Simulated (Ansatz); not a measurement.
## Ta₂N: single-point calculation (part 1 of 2)

Ta₂N (P-3m1, 54 atoms in the cell), computed with DFT PBE, scalar-relativistic, plane waves, PAW, no spin polarisation (Ansatz 0.2.0).

The structure derives from a Materials Project entry.

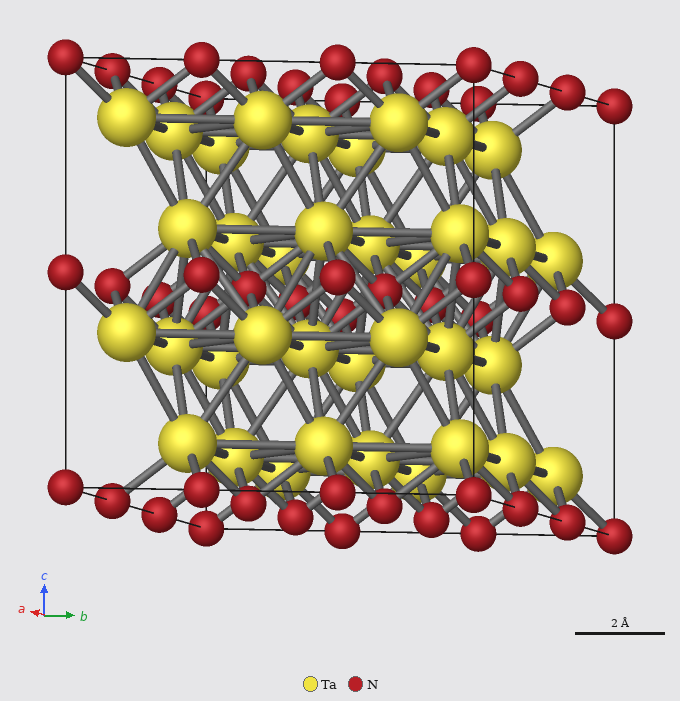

**Figure 1.** The structure as given in the input (ball-and-stick view of the cell of the calculation, seen at an oblique angle). An atom can appear more than once, as a periodic image. Near neighbours in the periodic cell (some may lie outside the picture): Ta has 3 N at 2.18 Å and 12 Ta at 2.99 to 3.11 Å; N has 6 Ta at 2.18 Å.

## The input
```yaml
crystal:
  lattice:
    - [9.338585, 0.0, 0.0]
    - [-4.669292, 8.087451, 0.0]
    - [0.0, 0.0, 9.739682]
  atoms:
    - { symbol: Ta, position: [0.222222, 0.111111, 0.372644] }
    - { symbol: Ta, position: [0.222222, 0.111111, 0.872644] }
    - { symbol: Ta, position: [0.222222, 0.444444, 0.372644] }
    - { symbol: Ta, position: [0.222222, 0.444444, 0.872644] }
    - { symbol: Ta, position: [0.222222, 0.777778, 0.372644] }
    - { symbol: Ta, position: [0.222222, 0.777778, 0.872644] }
    - { symbol: Ta, position: [0.555556, 0.111111, 0.372644] }
    - { symbol: Ta, position: [0.555556, 0.111111, 0.872644] }
    - { symbol: Ta, position: [0.555556, 0.444444, 0.372644] }
    - { symbol: Ta, position: [0.555556, 0.444444, 0.872644] }
    - { symbol: Ta, position: [0.555556, 0.777778, 0.372644] }
    - { symbol: Ta, position: [0.555556, 0.777778, 0.872644] }
    - { symbol: Ta, position: [0.888889, 0.111111, 0.372644] }
    - { symbol: Ta, position: [0.888889, 0.111111, 0.872644] }
    - { symbol: Ta, position: [0.888889, 0.444444, 0.372644] }
    - { symbol: Ta, position: [0.888889, 0.444444, 0.872644] }
    - { symbol: Ta, position: [0.888889, 0.777778, 0.372644] }
    - { symbol: Ta, position: [0.888889, 0.777778, 0.872644] }
    - { symbol: Ta, position: [0.111111, 0.222222, 0.127356] }
    - { symbol: Ta, position: [0.111111, 0.222222, 0.627356] }
    - { symbol: Ta, position: [0.111111, 0.555556, 0.127356] }
    - { symbol: Ta, position: [0.111111, 0.555556, 0.627356] }
    - { symbol: Ta, position: [0.111111, 0.888889, 0.127356] }
    - { symbol: Ta, position: [0.111111, 0.888889, 0.627356] }
    - { symbol: Ta, position: [0.444444, 0.222222, 0.127356] }
    - { symbol: Ta, position: [0.444444, 0.222222, 0.627356] }
    - { symbol: Ta, position: [0.444444, 0.555556, 0.127356] }
    - { symbol: Ta, position: [0.444444, 0.555556, 0.627356] }
    - { symbol: Ta, position: [0.444444, 0.888889, 0.127356] }
    - { symbol: Ta, position: [0.444444, 0.888889, 0.627356] }
    - { symbol: Ta, position: [0.777778, 0.222222, 0.127356] }
    - { symbol: Ta, position: [0.777778, 0.222222, 0.627356] }
    - { symbol: Ta, position: [0.777778, 0.555556, 0.127356] }
    - { symbol: Ta, position: [0.777778, 0.555556, 0.627356] }
    - { symbol: Ta, position: [0.777778, 0.888889, 0.127356] }
    - { symbol: Ta, position: [0.777778, 0.888889, 0.627356] }
    - { symbol: "N", position: [0.0, 0.0, 0.0] }
    - { symbol: "N", position: [0.0, 0.0, 0.5] }
    - { symbol: "N", position: [0.0, 0.333333, 0.0] }
    - { symbol: "N", position: [0.0, 0.333333, 0.5] }
    - { symbol: "N", position: [0.0, 0.666667, 0.0] }
    - { symbol: "N", position: [0.0, 0.666667, 0.5] }
    - { symbol: "N", position: [0.333333, 0.0, 0.0] }
    - { symbol: "N", position: [0.333333, 0.0, 0.5] }
    - { symbol: "N", position: [0.333333, 0.333333, 0.0] }
    - { symbol: "N", position: [0.333333, 0.333333, 0.5] }
    - { symbol: "N", position: [0.333333, 0.666667, 0.0] }
    - { symbol: "N", position: [0.333333, 0.666667, 0.5] }
    - { symbol: "N", position: [0.666667, 0.0, 0.0] }
    - { symbol: "N", position: [0.666667, 0.0, 0.5] }
    - { symbol: "N", position: [0.666667, 0.333333, 0.0] }
    - { symbol: "N", position: [0.666667, 0.333333, 0.5] }
    - { symbol: "N", position: [0.666667, 0.666667, 0.0] }
    - { symbol: "N", position: [0.666667, 0.666667, 0.5] }
basis:
  ecutwfc: 420
  fft_grid_basis: typed
kpoints:
  mp_grid: { grid: [3, 3, 1] }
hamiltonian:
  xc: pbe
  pseudopotentials: { kind: paw }
scf:
  occupations: { method: gaussian, width: 0.05 }
output:
  forces: true
  stress: false
  eigenvalues: true
  bader: false
  write_density: true
  volumetric_format: npy
```

Run as:
```bash
ansatz run input.yaml --threads 8 --pin off --max-ram 16384MiB --backend cpu --events-out ev --progress --plain --runs-dir out
```

## The program's output
```
Warning: the atoms were moved onto the symmetric positions of the space group found under crystal.symmetry.tolerance 1.0e-5 (fractional; no operation is sought that the atoms, as they stand in a round, miss by more than twice it, and no atom is moved by as much as it), and the run uses the moved positions. Before a round's move an operation carried an atom to 1.25e-5 Å from where it should land, the largest such distance. Atom 8 (counting from 0) moved farthest, by 7.19e-6 Å; the longest move in fractions of the cell, of whichever atom, is 0.06 of the tolerance, in 1 round. To run the atoms as typed, lower crystal.symmetry.tolerance until the operations that they miss are no longer found, or set crystal.symmetry.detect: false (a key that needs symmetry detection or time reversal refuses this as the deck is read). The positions used, in the order of the run's atom list: position: [0.2222222222222222, 0.11111111111111112, 0.372644]; position: [0.2222222222222222, 0.11111111111111112, 0.872644]; position: [0.2222222222222222, 0.4444444444444444, 0.372644]; position: [0.2222222222222222, 0.4444444444444444, 0.872644]; position: [0.2222222222222222, 0.7777777777777778, 0.372644]; position: [0.2222222222222222, 0.7777777777777778, 0.872644]; position: [0.5555555555555556, 0.11111111111111112, 0.372644]; position: [0.5555555555555556, 0.11111111111111112, 0.872644]; position: [0.5555555555555556, 0.4444444444444444, 0.372644]; position: [0.5555555555555556, 0.4444444444444444, 0.872644]; position: [0.5555555555555556, 0.7777777777777778, 0.372644]; position: [0.5555555555555556, 0.7777777777777778, 0.872644]; position: [0.888888888888889, 0.11111111111111112, 0.372644]; position: [0.888888888888889, 0.11111111111111112, 0.872644]; position: [0.888888888888889, 0.4444444444444444, 0.372644]; position: [0.888888888888889, 0.4444444444444444, 0.872644]; position: [0.888888888888889, 0.7777777777777778, 0.372644]; position: [0.888888888888889, 0.7777777777777778, 0.872644]; position: [0.11111111111111112, 0.2222222222222222, 0.127356]; position: [0.11111111111111112, 0.2222222222222222, 0.627356]; position: [0.11111111111111112, 0.5555555555555556, 0.127356]; position: [0.11111111111111112, 0.5555555555555556, 0.627356]; position: [0.11111111111111112, 0.888888888888889, 0.127356]; position: [0.11111111111111112, 0.888888888888889, 0.627356]; position: [0.4444444444444444, 0.2222222222222222, 0.127356]; position: [0.4444444444444444, 0.2222222222222222, 0.627356]; position: [0.4444444444444444, 0.5555555555555556, 0.127356]; position: [0.4444444444444444, 0.5555555555555556, 0.627356]; position: [0.4444444444444444, 0.888888888888889, 0.127356]; position: [0.4444444444444444, 0.888888888888889, 0.627356]; position: [0.7777777777777778, 0.2222222222222222, 0.127356]; position: [0.7777777777777778, 0.2222222222222222, 0.627356]; position: [0.7777777777777778, 0.5555555555555556, 0.127356]; position: [0.7777777777777778, 0.5555555555555556, 0.627356]; position: [0.7777777777777778, 0.888888888888889, 0.127356]; position: [0.7777777777777778, 0.888888888888889, 0.627356]; position: [0.0, 0.0, 0.0]; position: [0.0, 0.0, 0.5]; position: [0.0, 0.3333333333333333, 0.0]; position: [0.0, 0.3333333333333333, 0.5]; position: [0.0, 0.6666666666666666, 0.0]; position: [0.0, 0.6666666666666666, 0.5]; position: [0.3333333333333333, 0.0, 0.0]; position: [0.3333333333333333, 0.0, 0.5]; position: [0.3333333333333333, 0.3333333333333333, 0.0]; position: [0.3333333333333333, 0.3333333333333333, 0.5]; position: [0.3333333333333333, 0.6666666666666666, 0.0]; position: [0.3333333333333333, 0.6666666666666666, 0.5]; position: [0.6666666666666666, 0.0, 0.0]; position: [0.6666666666666666, 0.0, 0.5]; position: [0.6666666666666666, 0.3333333333333333, 0.0]; position: [0.6666666666666666, 0.3333333333333333, 0.5]; position: [0.6666666666666666, 0.6666666666666666, 0.0]; position: [0.6666666666666666, 0.6666666666666666, 0.5]; The lattice was moved too: crystal.lattice keeps the space group found at crystal.symmetry.tolerance 1.0e-5 only nearly: the operation that it misses by the most changes a squared length by the fraction 2.43e-7. The run uses the lattice that is a stretch of the typed one, with no rotation, onto the one that keeps every operation to a double's rounding (on a very oblique basis the stretch itself rounds by more); the deck's lattice vector that moved farthest moved by 5.67e-7 Å. To run the lattice as typed, set crystal.symmetry.tolerance under 1.19e-7, the least fraction by which an operation that the lattice misses changes a squared length (the same key also sets how far an atom may lie from its image, so lowering it can lose operations that the atoms keep only within it), or set crystal.symmetry.detect: false, as for the atoms. crystal.lattice made exact, in Å and degrees: [[9.338584511907925, -2.886751346623009e-7, 0.0], [-4.669292005953963, 8.087451567037734, 0.0], [0.0, 0.0, 9.739682]]. Pasted over the deck's crystal.lattice, beside positions in fractional coordinates, it runs the same cell (given as lengths and angles, that cell in the form's own orientation, a rigid turn of the misfit's size from the one run here, for which a checkpoint.post_process_only pass over this run's state can be refused: where this run relaxes nothing, give such a pass this deck's own crystal.lattice, as typed; behind a relaxation, as crystal.lattice, the state's own cell, identity.cell in its checkpoint.json), and a matrix so pasted ends this notice, except on a very skew basis of the lattice, where the rounding of the pasted numbers themselves can read as a misfit: the cell is then moved again, and that move is told again. The lattice as run is in this notice's lattice.as_run_ang field (Run.prep()["deck_notices"] in Python, the deck_notice line of an events file, deck_notices of ansatz run --dry-run=json, or deck_notices in record.json in the deck's checkpoint.write directory).
Engine: ansatz 0.2.0, aarch64-unknown-linux-gnu
Pseudopotentials: kind: paw
Pseudopotential: Ta, paw, valence charge 13, recommended cutoff 420 eV (normal), Ta.paw.azcp
Pseudopotential: N, paw, valence charge 5, recommended cutoff 420 eV (normal), N.paw.azcp
Functional definition: PBE
  parameter kappa = 0.804
  parameter beta = 0.06672455060314922
  exchange = pbe_x(kappa = kappa, mu = beta*pi^2/3)
  correlation = pbe_c(beta = beta)
Crystal: 54 atoms, lattice volume = 735.593 Å³
Basis set: ecut = 420 eV, 14385 PW (Γ), exchange–correlation on 128×128×144 points (8 copies of the dense FFT grid, shifted against one another)
Bands: 335, of which v1, the nominal top of the filled ones, is band 279 counted from 1 (278 counted from 0)
Symmetry: 216 space group operations
Space group: P-3m1 (ITA 164), of the structure as read, at distance tolerance 9.0e-5 Å
k-points: 3 of 9
Non-local potential: Ta, projectors of the file, l = 0: 3, l = 1: 2, l = 2: 2, l = 3: 1
Non-local potential: N, projectors of the file, l = 0: 2, l = 1: 2, l = 2: 1
PAW form: soft (Blöchl's): semilocal exchange-correlation on the pseudo side does not see the compensation charge
PAW one-centre angular grid: Ta, 590 points (default); XC on 64 Gauss nodes
PAW one-centre angular grid: N, 110 points (default); XC on 64 Gauss nodes
Initial density: superposition of atomic densities (neutral atoms: chi_scale 0, normalization atom), corrected by the library's trained network
Initial wavefunctions: pseudopotential atomic-orbital guess
Functional: x = pbe(κ = 0.804, μ = 0.2195149727645171), c = pbe(β = 0.06672455060314922)
SCF iter   1: F=—  HF=-364517.055461 eV  |F-HF|=—  |Δ(HF+E_count)|=         —  Δρ=5.29e-3  dr2=2.08e-1  ethr=1.77e-3  ⟨swp⟩=5.0  Hψ=3884  notcnv=0  defer=17
preconditioner: auto → Kerker (q_TF=auto, 2.605 Å⁻¹)  [metal: Δε(μ)=0.009 eV  Ē_g=7.718 eV  σ=0.050 eV  W_gap=0.10  n_scr=212 (ndim 8)  ℏωp=22.5 eV  f_vac=0.000  D(μ)=36.74/eV (n_scr^D=338)]
SCF iter   2: F=—  HF=-364517.030199 eV  |F-HF|=—  |Δ(HF+E_count)|=   2.53e-2  Δρ=3.15e-3  dr2=7.98e-2  ethr=3.73e-5  ⟨swp⟩=2.0  Hψ=1214  notcnv=0  defer=35
SCF iter   3: F=—  HF=-364517.021448 eV  |F-HF|=—  |Δ(HF+E_count)|=   8.75e-3  Δρ=5.17e-4  dr2=3.00e-3  ethr=1.43e-5  ⟨swp⟩=2.0  Hψ=1213  notcnv=0  defer=35
SCF iter   4: F=—  HF=-364517.020844 eV  |F-HF|=—  |Δ(HF+E_count)|=   6.05e-4  Δρ=9.15e-5  dr2=5.36e-5  ethr=5.38e-7  ⟨swp⟩=2.0  Hψ=1269  notcnv=0  defer=35
SCF iter   5: F=—  HF=-364517.021978 eV  |F-HF|=—  |Δ(HF+E_count)|=   1.13e-3  Δρ=2.28e-5  dr2=3.43e-6  ethr=9.60e-9  ⟨swp⟩=2.0  Hψ=1214  notcnv=0  defer=35
SCF iter   6: F=—  HF=-364517.021978 eV  |F-HF|=—  |Δ(HF+E_count)|=   2.27e-7  Δρ=5.68e-6  dr2=2.16e-7  ethr=6.14e-10  ⟨swp⟩=2.0  Hψ=1344  notcnv=0  defer=35
SCF iter   7: F=-364517.021978 eV  HF=-364517.021978 eV  |F-HF|=2.33e-9  |Δ(HF+E_count)|=   2.01e-8  Δρ=9.21e-7  dr2=6.46e-9  ethr=1.79e-11  ⟨swp⟩=11.0  Hψ=4224  notcnv=0
SCF 1 converged in 7 iterations: F = -364517.021978 eV  dr2 = 6.46e-9
  greatest PAW one-centre occupation: 0.999 electrons in one spin orbital (limit 2), on the Ta atom at site 35 (counted from 0), in its partial waves of l = 0
SCF converged after 7 iterations
Free energy (F): -364517.021978 eV
Harris-Foulkes:  -364517.021978 eV  (|F-HF|=2.33e-9)
Internal energy: -364516.976545 eV  (E = F + TS)
E sigma→0 (E₀):  -364516.999262 eV
Entropy (-TS):   -0.045433 eV (-0.841 meV/atom)
Fermi energy:    19.531838 eV
--- Per-component energies (eV) ---
  E_band       = -3252.570505
  E_kinetic    = 15547.947862
  E_local      = -22483.309309  (includes V_loc(G=0)·N_el)
  E_nonlocal   = 1320.682407
  E_hartree    = 7760.713610
  E_xc         = -8963.597632
  E_vxc        = -8745.030959  (∫ρ·V_xc dr)
  E_paw        = -304568.881907  (= ΣΔE_a)
  E_vpaw       = -4414.292238  (= ΣTr[D̂ρ^β])
  E_aug_tail   = 0.007269  (compensation charges beyond the density's cutoff)
  E_ewald      = -53130.538845
  E_smearing   = -0.045433  (= −TS)
  E_closure    = -0.000000  (closes the sum)
  Σ components = -364517.021978   (vs F -364517.021978, Δ=0.00e0)
```
